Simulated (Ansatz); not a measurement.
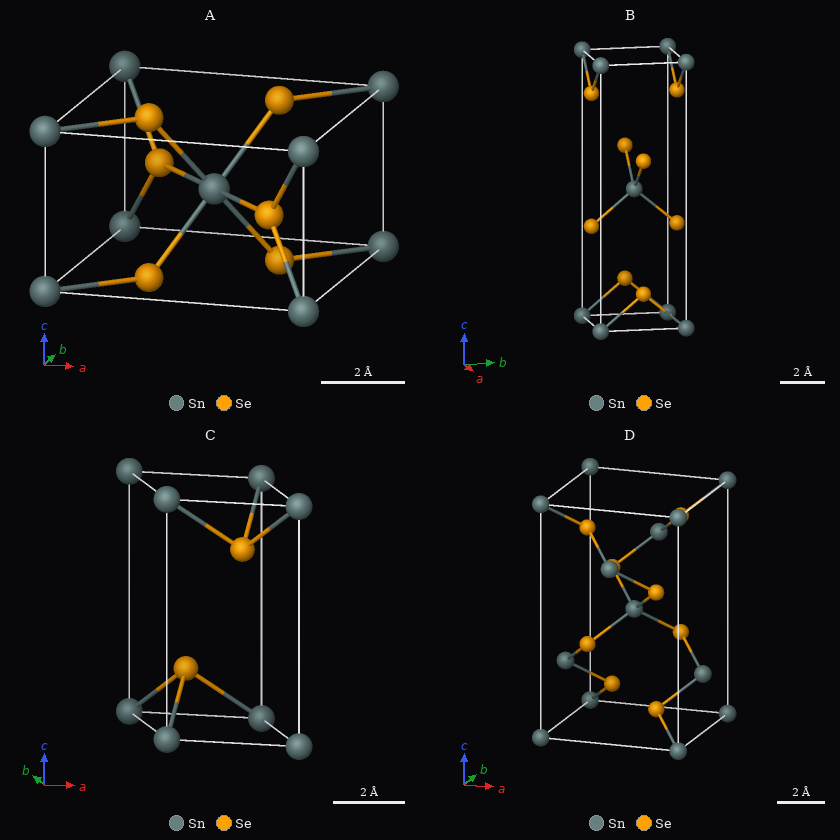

Four structures of SnSe₂, each relaxed to rest (conventional cells in solid outline, small ones repeated, each panel with its own scale). Method: DFT PBE, scalar-relativistic, plane waves, PAW (Ansatz 0.2.0), without spin polarisation.

Name the structure in each panel.

A: rutile, P4_2/mnm; B: 6 atoms a cell on a primitive tetragonal lattice, P4_2/nmc; C: cadmium iodide (CdI₂, 1T) type, P-3m1; D: 12 atoms a cell on a body-centred tetragonal lattice, I-42d.

Which of these is lowest in energy, and how far above it do the others lie?

C, then D (+32 meV/atom), B (+48 meV/atom) and A (+201 meV/atom), energies at zero smearing.

Collect the results in a table.

| panel | structure | E − E(lowest) (meV/atom) | volume (Å³/atom) | gap (eV) |
| --- | --- | --- | --- | --- |
| C | P-3m1 | 0 | 30.3 | 0.69 |
| D | I-42d | 32 | 34.4 | 1.30 |
| B | P4_2/nmc | 48 | 32.5 | 0.28 |
| A | P4_2/mnm | 201 | 29.0 | metal |

Some of these may be structure types tried for this composition rather than known phases, and the most stable form need not be among them. Gaps are taken on the k-mesh or band path of each run.
